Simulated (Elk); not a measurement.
## Optical conductivity and Kerr rotation of MnAu

Wanted: σ_xx, σ_xy and the Kerr angle of MnAu with spin–orbit coupling.

Method: LDA (Perdew-Wang); all-electron APW+lo, Dirac cores, scalar-relativistic bands with second-variational spin-orbit coupling, in Elk 11.2.3 (patched build).

## 1. The structure

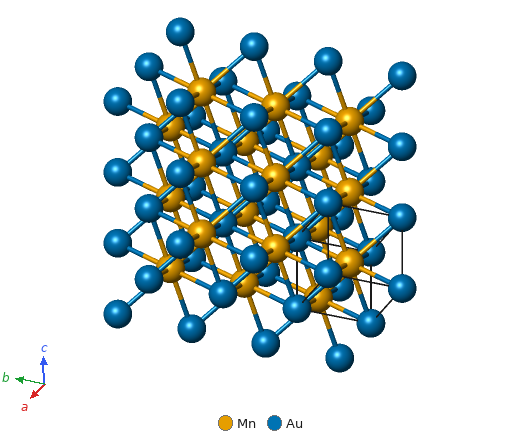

The cell as given, from a free direction (manganese orange, gold blue). 2×3×3 cells are drawn. Some periodic images of atoms are drawn too.

The cell comes from a database of computed structures and need not be the stable phase.

## 2. Self-consistent run

In a ferromagnet the Kerr effect comes from exchange splitting and spin–orbit coupling together. The parallel order is imposed here; no other order was tried.

In this input [111] lies along z, the axis of the moments and of the light.

Moments are seeded by fields in the spheres (the last three columns under atoms), set against the wanted direction and reduced each loop.

File elk.in:

```
tasks
  0
  15
  33
  73

xctype
  3

rgkmax
  7.0

nempty
  14

swidth
  0.003

reducebf
  0.5

epsengy
  1e-05

maxscl
  100

lmaxi
  3

spinpol
  .true.

spinorb
  .true.

cmagz
  .true.

sppath
  './'

avec
  4.78077849060 -1.28100573576 3.49977275486
  -1.28100573576 4.78077849060 3.49977275486
  -3.49977275486 -3.49977275486 3.49977275486

atoms
  2
  'Mn.in'
  1
  0.5000000000 0.5000000000 0.5000000000   0.000000 0.000000 -0.175000
  'Au.in'
  1
  0.0000000000 0.0000000000 0.0000000000   0.000000 0.000000 0.000000

ngridk
  8 8 8

plot3d
  0 0 0
  1 0 0
  0 1 0
  0 0 1
  17 17 17
```

Launch:

```bash
$ OMP_NUM_THREADS=2 elk
```

Numbers of over 12 decimals in the logs are rounded to 6 here.

Output:

```text
Warning(chksvso): spin-orbit splittings by the second variation are low [figures from our tests cut]: local-orbitals by j (lorbdm 7 and 8, zora) mend levels alone

--- INFO.OUT ---
┌─────────────────────────┐
│ Elk code version 11.2.3 │
└─────────────────────────┘

All units are atomic (Hartree, Bohr, etc.)

┌─────────────────────────────────────────────────┐
│ Ground-state run starting from atomic densities │
└─────────────────────────────────────────────────┘

Lattice vectors :
   4.780778491      -1.281005736       3.499772755
  -1.281005736       4.780778491       3.499772755
  -3.499772755      -3.499772755       3.499772755

Species : 1 (Mn)
 parameters loaded from : Mn.in
 name : manganese
 nuclear charge    :   -25.00000000
 electronic charge :    25.00000000
 atomic mass :    100145.9370
 muffin-tin radius :    2.399842676
 number of radial points in muffin-tin :    497
 inner part over the whole radius :   0.9798535987E-02
 number on inner part of muffin-tin    :    350
 approximate nuclear radius :   0.7074591925E-04
 number of mesh points to nuclear radius :    165
 atomic positions (lattice), magnetic fields (Cartesian) :
  1 :   0.00000000  0.00000000  0.00000000    0.00000000  0.00000000 -0.17500000

Species : 2 (Au)
 parameters loaded from : Au.in
 name : gold
 nuclear charge    :   -79.00000000
 electronic charge :    79.00000000
 atomic mass :    359048.0562
 muffin-tin radius :    2.799816456
 number of radial points in muffin-tin :    697
 inner part over the whole radius :   0.9813267011E-02
 number on inner part of muffin-tin    :    500
 approximate nuclear radius :   0.1033733540E-03
 number of mesh points to nuclear radius :    262
 atomic positions (lattice), magnetic fields (Cartesian) :
  1 :   0.50000000  0.50000000  0.50000000    0.00000000  0.00000000  0.00000000

Total number of atoms per unit cell :    2
Total muffin-tin volume :    149.8286900
 ratio of muffin-tin to unit cell volume :   0.6726568398

Spin treatment :
 spin-polarised
 spin-orbit coupling
 global magnetic field (Cartesian) :    0.000000000       0.000000000       0.000000000
 collinear magnetisation in z-direction

Number of Bravais lattice symmetries :   48
Number of crystal symmetries         :    6
Crystal has inversion symmetry
Real symmetric eigensolver will be used

k-point grid :      8     8     8
k-point offset :    0.000000000       0.000000000       0.000000000
k-point set is reduced with full crystal symmetry group
Total number of k-points :       90

Muffin-tin radius times maximum |G+k| :    7.000000000
 using average radius
Maximum |G+k| for APW functions       :    2.692484189
Maximum (1/2)|G+k|²                   :    3.624735553
Maximum |G| for potential and density :    12.00000000
Constant for pseudocharge density :    8
 order of it for each species :   15  15
 order of it for pair densities of each species (exact exchange by exxq0 0: 15) :    8  11
Radial integration step length :    1

G-vector grid sizes :     24    24    24
Number of G-vectors :     6619

Maximum angular momentum used for
 APW functions            :    8
 outer part of muffin-tin :    6
 inner part of muffin-tin :    3

Number of empty states         :     28
Total number of valence states :    104
Total number of core states    :     58

Third-order local-orbitals added for an l without core states : T
Total number of local-orbitals :     61

Exchange-correlation functional :      3     0     0
 Perdew-Wang/Ceperley-Alder, Phys. Rev. B 45, 13244 (1992)
 gradient requirement :    0
 local density approximation (LDA)

Smearing type :    3
 Fermi-Dirac
Smearing width :   0.3000000000E-02
Effective electronic temperature (K) :    947.3250744

Mixing type :    3
 Broyden mixing, J. Phys. A: Math. Gen. 17, L317 (1984)

Kohn-Sham potential initialised from atomic data

┌──────────────────────────────┐
│ Self-consistent loop started │
└──────────────────────────────┘

┌─────────────────┐
│ Loop number : 1 │
└─────────────────┘

Energies :
 Fermi                       :     0.108256
 sum of occupied eigenvalues :     -12392.043855781
 electron kinetic            :      23026.877372391
 core electron kinetic       :      22033.361657326
 Coulomb                     :     -42815.553931808
 Coulomb potential           :     -34917.080080157
 nuclear-nuclear             :     -1868.1406929691
 electron-nuclear            :     -47024.270207748
 Hartree                     :      6076.8569689093
 Madelung                    :     -25357.013891730
 xc potential                :     -501.71194313275
 xc effective B-field        :    -0.135640
 external B-field            :      0.000000
 exchange                    :     -394.20799976460
 correlation                 :     -10.376917621698
 electron entropic           :    -0.32137090317833E-02
 total energy                :     -20193.264690513
 (external B-field energy excluded from total)

Density of states at Fermi energy :    111.2222149
 (states/Hartree/unit cell)

Estimated indirect band gap :   0.6227783510E-03
 from k-point 43 to k-point 60
Estimated direct band gap   :   0.2525917537E-02
 at k-point 71

Charges :
 core                        :    58.00000000
 valence                     :    46.00000000
 interstitial                :    2.103302966
 muffin-tins (core leakage)
  species : 1 (Mn)
   atom 1                    :    24.78666460     ( -0.3595670586E-05)
  species : 2 (Au)
   atom 1                    :    77.11003244     (  0.1063272812E-03)
 total in muffin-tins        :    101.8966970
 total calculated charge     :    103.9986129
 total charge                :    104.0000000
 error                       :   0.1387137773E-02

Moments :
 interstitial                :   0.2770395055E-01
 muffin-tins
  species : 1 (Mn)
   atom 1                    :    2.778417367
  species : 2 (Au)
   atom 1                    :   0.3377107846
 total in muffin-tins        :    3.116128152
 total moment                :    3.143832102

[... earlier loops left out ...]

┌──────────────────┐
│ Loop number : 18 │
└──────────────────┘

Energies :
 Fermi                       :     0.264655
 sum of occupied eigenvalues :     -12387.197968527
 electron kinetic            :      23039.460875669
 core electron kinetic       :      22034.983282487
 Coulomb                     :     -42828.358355028
 Coulomb potential           :     -34889.118962843
 nuclear-nuclear             :     -1868.1406929691
 electron-nuclear            :     -47078.375253555
 Hartree                     :      6118.1575914960
 Madelung                    :     -25383.798873607
 xc potential                :     -537.29109258074
 xc effective B-field        :    -0.248789
 external B-field            :      0.000000
 exchange                    :     -394.67257401973
 correlation                 :     -10.374496542505
 electron entropic           :    -0.10908331069745E-02
 total energy                :     -20193.945640754
 (external B-field energy excluded from total)

Density of states at Fermi energy :    35.61320519
 (states/Hartree/unit cell)

Estimated indirect band gap :   0.2467008797E-03
 from k-point 53 to k-point 59
Estimated direct band gap   :   0.5107514590E-02
 at k-point 51

Charges :
 core                        :    58.00000000
 valence                     :    46.00000000
 interstitial                :    1.934580213
 muffin-tins (core leakage)
  species : 1 (Mn)
   atom 1                    :    23.63962635     ( -0.3595670563E-05)
  species : 2 (Au)
   atom 1                    :    78.42579344     (  0.9201591782E-04)
 total in muffin-tins        :    102.0654198
 total calculated charge     :    103.9987923
 total charge                :    104.0000000
 error                       :   0.1207652135E-02

Moments :
 interstitial                :   0.1156903377
 muffin-tins
  species : 1 (Mn)
   atom 1                    :    3.775222920
  species : 2 (Au)
   atom 1                    :   0.7327825910E-01
 total in muffin-tins        :    3.848501179
 total moment                :    3.964191516

┌──────────────────────────────┐
│ Self-consistent loop stopped │
└──────────────────────────────┘

Wrote STATE.OUT
```

Elapsed: 3.2 min, on 2 threads of Arm Neoverse V1, shared host; peak memory 0.17 GiB; 6.4 min of CPU time.

Spin moment in the muffin-tin sphere by atom:

| atom | spin moment in the muffin-tin sphere (μB) |
| --- | --- |
| Mn1 | 3.78 |
| Au2 | 0.07 |

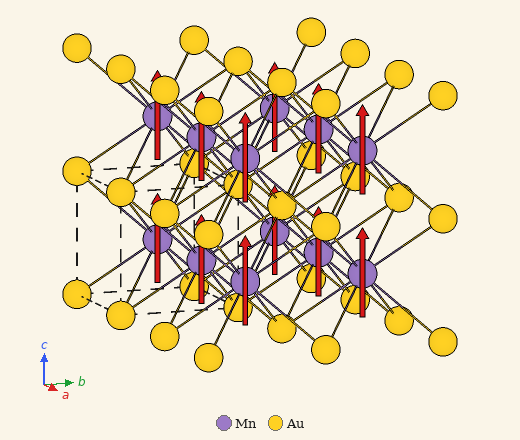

Spin moment in the muffin-tin sphere as arrows, the longest 3.78 μB. Up and down stand for the sign. Arrows give size and sign along the axis of quantisation, drawn up and down the page. 3×2×2 cells are drawn. Some periodic images of atoms are drawn too.

Numbers from this step:

* density of states at the Fermi level: 1.309 states/eV/cell
* moment between the spheres: 0.1157 μB
* magnetization: 3.964 μB
* final state: ferromagnetic

After 18 cycles the largest moment stands at 3.78 μB.

Orbital moment <L> in the sphere by atom:

| atom | x (μB) | y (μB) | z (μB) | size |
| --- | --- | --- | --- | --- |
| Mn1 | 0.0000 | 0.0000 | -0.0135 | 0.0135 |
| Au2 | 0.0000 | 0.0000 | 0.0336 | 0.0336 |

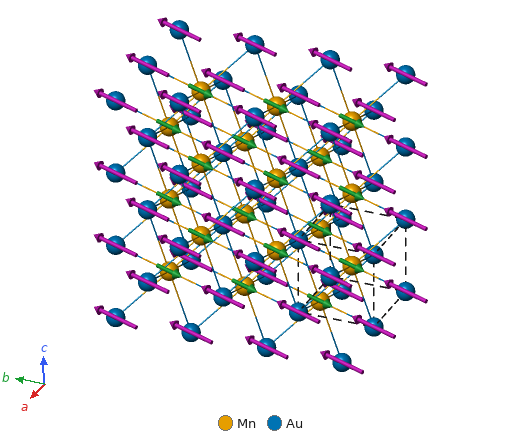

Orbital moment <L> in the sphere as arrows, the longest 0.0336 μB. Each arrow also spans its atom, so small moments look longer than they are. The two directions have two colours. 2×3×3 cells are drawn. Some periodic images of atoms are drawn too.

## 3. States and momentum matrix elements on a finer mesh

Optical spectra need more k points than the density, so the states are solved once on a finer mesh in the saved potential.

Changes to elk.in since step 2:

```diff
@@ -1,6 +1,4 @@
 tasks
-  0
-  15
-  33
-  73
+  1
+  120
 
@@ -25,3 +23,3 @@
 maxscl
-  100
+  1
 
@@ -51,3 +49,3 @@
   1
-  0.5000000000 0.5000000000 0.5000000000   0.000000 0.000000 -0.175000
+  0.5000000000 0.5000000000 0.5000000000   0.000000 0.000000 -0.000175
   'Au.in'
@@ -57,9 +55,2 @@
 ngridk
-  8 8 8
-
-plot3d
-  0 0 0
-  1 0 0
-  0 1 0
-  0 0 1
-  17 17 17
+  12 12 12
```

Launch:

```bash
$ OMP_NUM_THREADS=2 elk
```

Output:

```text
Warning(chksvso): spin-orbit splittings by the second variation are low [figures from our tests cut]: local-orbitals by j (lorbdm 7 and 8, zora) mend levels alone

--- INFO.OUT ---
┌─────────────────────────┐
│ Elk code version 11.2.3 │
└─────────────────────────┘

All units are atomic (Hartree, Bohr, etc.)

┌──────────────────────────────────────────┐
│ Ground-state run resuming from STATE.OUT │
└──────────────────────────────────────────┘

Lattice vectors :
   4.780778491      -1.281005736       3.499772755
  -1.281005736       4.780778491       3.499772755
  -3.499772755      -3.499772755       3.499772755

Species : 1 (Mn)
 muffin-tin radius :    2.399842676
 atomic positions (lattice), magnetic fields (Cartesian) :
  1 :   0.00000000  0.00000000  0.00000000    0.00000000  0.00000000  0.00000000

Species : 2 (Au)
 muffin-tin radius :    2.799816456
 atomic positions (lattice), magnetic fields (Cartesian) :
  1 :   0.50000000  0.50000000  0.50000000    0.00000000  0.00000000  0.00000000

Total number of atoms per unit cell :    2
Total muffin-tin volume :    149.8286900
 ratio of muffin-tin to unit cell volume :   0.6726568398

Spin treatment :
 spin-polarised
 spin-orbit coupling
 global magnetic field (Cartesian) :    0.000000000       0.000000000       0.000000000
 collinear magnetisation in z-direction

Number of Bravais lattice symmetries :   48
Number of crystal symmetries         :    6
Crystal has inversion symmetry
Real symmetric eigensolver will be used

k-point grid :     12    12    12
k-point offset :    0.000000000       0.000000000       0.000000000
k-point set is reduced with full crystal symmetry group
Total number of k-points :      294

Muffin-tin radius times maximum |G+k| :    7.000000000
[...]
Reached self-consistent loops maximum

Energies :
 Fermi                       :     0.264218
 sum of occupied eigenvalues :     -12387.197777593
 electron kinetic            :      23039.461337952
 core electron kinetic       :      22034.983239037
 Coulomb                     :     -42828.358451899
 Coulomb potential           :     -34889.116583766
 nuclear-nuclear             :     -1868.1406929691
 electron-nuclear            :     -47078.381151597
 Hartree                     :      6118.1633926677
 Madelung                    :     -25383.800160016
 xc potential                :     -537.29229690939
 xc effective B-field        :    -0.251685
 external B-field            :      0.000000
 exchange                    :     -394.67307382382
 correlation                 :     -10.374163489835
 electron entropic           :    -0.11721183134803E-02
 total energy                :     -20193.945523378
 (external B-field energy excluded from total)

Density of states at Fermi energy :    39.39495285
 (states/Hartree/unit cell)

Estimated indirect band gap :   0.2891492491E-03
 from k-point 266 to k-point 219
Estimated direct band gap   :   0.2440327819E-02
 at k-point 266

Charges :
 core                        :    58.00000000
 valence                     :    46.00000000
 interstitial                :    1.935851730
 muffin-tins (core leakage)
  species : 1 (Mn)
   atom 1                    :    23.63648428     ( -0.3595670506E-05)
  species : 2 (Au)
   atom 1                    :    78.42766399     (  0.9201596232E-04)
 total in muffin-tins        :    102.0641483
 total calculated charge     :    103.9988050
 total charge                :    104.0000000
 error                       :   0.1194952559E-02

Moments :
 interstitial                :   0.1205156103
 muffin-tins
  species : 1 (Mn)
   atom 1                    :    3.798366524
  species : 2 (Au)
   atom 1                    :   0.8603033802E-01
 total in muffin-tins        :    3.884396862
 total moment                :    4.004912472

┌──────────────────────────────┐
│ Self-consistent loop stopped │
└──────────────────────────────┘
```

The job ended after 96 s (2 threads; peak memory 0.34 GiB).

Numbers from this step:

| Quantity | Value |
| --- | --- |
| magnetization | 4.005 μB |
| largest moment | 3.798 μB |

## 4. Optics with a broadening of 0.20 eV

The broadening stands for the lifetime of the excited states; it lowers and widens the peaks.

Changes to elk.in since step 3:

```diff
@@ -1,4 +1,4 @@
 tasks
-  1
-  120
+  121
+  122
 
@@ -14,3 +14,3 @@
 swidth
-  0.003
+  0.0075
 
@@ -23,3 +23,3 @@
 maxscl
-  1
+  100
 
@@ -36,2 +36,5 @@
   .true.
+
+intraband
+  .false.
 
@@ -56 +59,10 @@
   12 12 12
+
+wplot
+  240 100 0
+  0.00000 0.30000
+
+optcomp
+  1 1
+  1 2
+  3 3
```

Launch:

```bash
$ OMP_NUM_THREADS=2 elk
```

Output:

```text
┌─────────────────────────────────┐
│ Elk code version 11.2.3 started │
└─────────────────────────────────┘

┌────────────────────┐
│ Current task : 121 │
└────────────────────┘

Info(checkmt): changed muffin-tin radius of species 1 (Mn) from   2.4000 to   2.3998
Info(checkmt): changed muffin-tin radius of species 2 (Au) from   2.8000 to   2.7998

Info(findsymcrys): atomic basis shift (lattice) :
  0.5000000000      0.5000000000      0.5000000000
See GEOMETRY.OUT for new atomic positions

Info(dielectric):
 dielectric tensor written to EPSILON_ij.OUT
 optical conductivity written to SIGMA_ij.OUT
 for components
  i = 1, j = 1
  i = 1, j = 2
  i = 3, j = 3

┌────────────────────┐
│ Current task : 122 │
└────────────────────┘

Warning(chksvso): spin-orbit splittings by the second variation are low [figures from our tests cut]: local-orbitals by j (lorbdm 7 and 8, zora) mend levels alone

Info(dielectric):
 dielectric tensor written to EPSILON_ij.OUT
 optical conductivity written to SIGMA_ij.OUT
 for components
  i = 1, j = 1
  i = 1, j = 2

Info(moke):
 complex Kerr angle in degrees written to KERR.OUT

┌──────────────────┐
│ Elk code stopped │
└──────────────────┘
```

The job ended after 92 s (2 threads; peak memory 0.05 GiB; 3.1 min of CPU time).

Intraband term left out, so in a metal the low energies lack the Drude part. Polar Kerr angle against photon energy; values in degrees:

| photon energy (eV) | rotation | ellipticity |
| --- | --- | --- |
| 0 | 0 | 0 |
| 1 | 0.254 | 0.344 |
| 2 | -0.112 | 0.550 |
| 3 | -0.127 | 0.138 |
| 4 | -0.438 | 0.560 |
| 5 | -0.700 | -0.613 |
| 6 | 1.23 | -1.13 |
| 7 | 0.380 | 0.851 |
| 8 | -0.153 | 0.00475 |

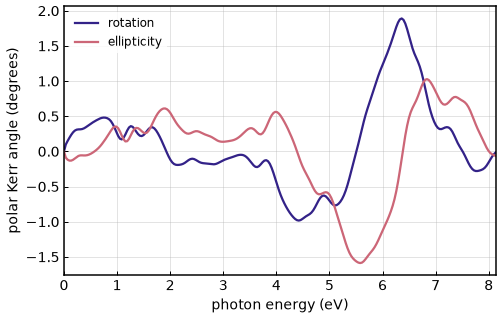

Polar Kerr angle, plotted against photon energy.

Intraband term left out, so in a metal the low energies lack the Drude part. Table of optical conductivity by photon energy:

| photon energy (eV) | Re sigma xx (S/cm) | Im sigma xx (S/cm) | Re sigma xy (S/cm) | Im sigma xy (S/cm) | Re sigma zz (S/cm) | Im sigma zz (S/cm) |
| --- | --- | --- | --- | --- | --- | --- |
| 0 | 3829 | 0 | -253 | 0 | 4364 | 0 |
| 1 | 2140 | 556 | 31.9 | -58.4 | 2058 | 580 |
| 2 | 2534 | -923 | 34.6 | -77.9 | 2521 | -941 |
| 3 | 3657 | -1550 | 32.1 | -26.4 | 3642 | -1567 |
| 4 | 4239 | -1778 | 123 | -119 | 4209 | -1769 |
| 5 | 6762 | 109 | 31.9 | 347 | 6813 | 58.0 |
| 6 | 4856 | 1890 | -327 | -189 | 4889 | 1916 |
| 7 | 4210 | 1819 | 122 | -102 | 4221 | 1840 |
| 8 | 3173 | 1972 | 2.14 | 17.4 | 3191 | 1954 |

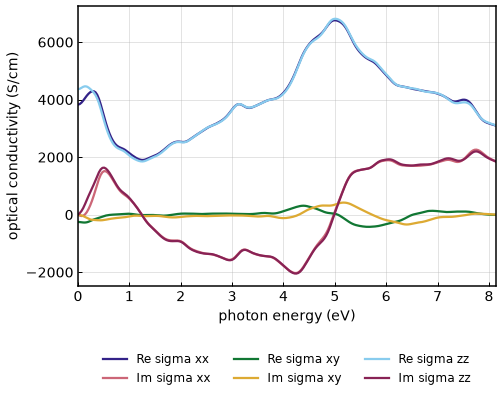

Optical conductivity, plotted against photon energy.

## 5. Optics with a broadening of 0.30 eV

The broadening stands for the lifetime of the excited states; it lowers and widens the peaks.

Changes to elk.in since step 4:

```diff
@@ -14,3 +14,3 @@
 swidth
-  0.0075
+  0.011
```

Launch:

```bash
$ OMP_NUM_THREADS=2 elk
```

Output:

```text
┌─────────────────────────────────┐
│ Elk code version 11.2.3 started │
└─────────────────────────────────┘

┌────────────────────┐
│ Current task : 121 │
└────────────────────┘

Info(checkmt): changed muffin-tin radius of species 1 (Mn) from   2.4000 to   2.3998
Info(checkmt): changed muffin-tin radius of species 2 (Au) from   2.8000 to   2.7998

Info(findsymcrys): atomic basis shift (lattice) :
  0.5000000000      0.5000000000      0.5000000000
See GEOMETRY.OUT for new atomic positions

Info(dielectric):
 dielectric tensor written to EPSILON_ij.OUT
 optical conductivity written to SIGMA_ij.OUT
 for components
  i = 1, j = 1
  i = 1, j = 2
  i = 3, j = 3

┌────────────────────┐
│ Current task : 122 │
└────────────────────┘

Warning(chksvso): spin-orbit splittings by the second variation are low [figures from our tests cut]: local-orbitals by j (lorbdm 7 and 8, zora) mend levels alone

Info(dielectric):
 dielectric tensor written to EPSILON_ij.OUT
 optical conductivity written to SIGMA_ij.OUT
 for components
  i = 1, j = 1
  i = 1, j = 2

Info(moke):
 complex Kerr angle in degrees written to KERR.OUT

┌──────────────────┐
│ Elk code stopped │
└──────────────────┘
```

Wall time 92 s (2 threads); peak memory 0.05 GiB; 3.1 min of CPU time.

Intraband term left out, so in a metal the low energies lack the Drude part. Table of polar Kerr angle by photon energy; values in degrees:

| photon energy (eV) | rotation | ellipticity |
| --- | --- | --- |
| 0 | 0 | 0 |
| 1 | 0.296 | 0.235 |
| 2 | -0.0306 | 0.454 |
| 3 | -0.123 | 0.165 |
| 4 | -0.421 | 0.389 |
| 5 | -0.608 | -0.649 |
| 6 | 1.07 | -0.969 |
| 7 | 0.484 | 0.725 |
| 8 | -0.0650 | 0.0937 |

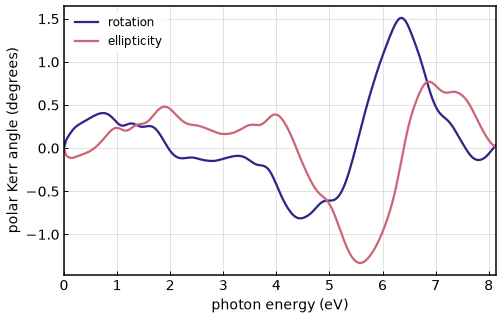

Polar Kerr angle against photon energy.

## 6. The strongest peak

The largest local extreme of the rotation above 1.5 eV, for majority spin along +z:

| broadening (eV) | energy (eV) | rotation (°) | ellipticity (°) | rotation at 1.96 eV (°) |
| --- | --- | --- | --- | --- |
| 0.20 | 6.36 | 1.891 | -0.102 | -0.054 |
| 0.30 | 6.36 | 1.512 | -0.124 | 0.006 |

## 7. Results

```yaml
net_spin_moment: 3.96 μB a cell
strongest_peak_above_1p5_ev: 1.9° at 6.4 eV
rotation_at_1p96_ev: -0.054°
```

**Reading.** Above 1.5 eV the rotation peaks at 6.36 eV, with 1.9° for majority spin along +z at a broadening of 0.20 eV. The run's majority spin points along +z; the magnetisation points the other way, and the angle changes sign with it. The intraband (Drude) term is left out, which matters in a metal: most under about 1.5 eV, and higher wherever the diagonal response is small. These are independent-particle spectra on a 12×12×12 mesh, not shown converged.

[Logs and program files are shortened in this print: banners, set-up blocks, solver, clock and traceback lines can be left out without a mark of their own.]

[Logs are printed without paths, hosts, clocks, repeated set-up lines and the standing remarks that a program may print on its own settings, such as how far it seeks lower states.]

[Hosts, paths, dates, database ids (printed as entryN), source tags and the programs' standing remarks are cut or masked in the printed files.]

[Where a cell is said to come from a database of computed structures, the database is the Materials Project.]
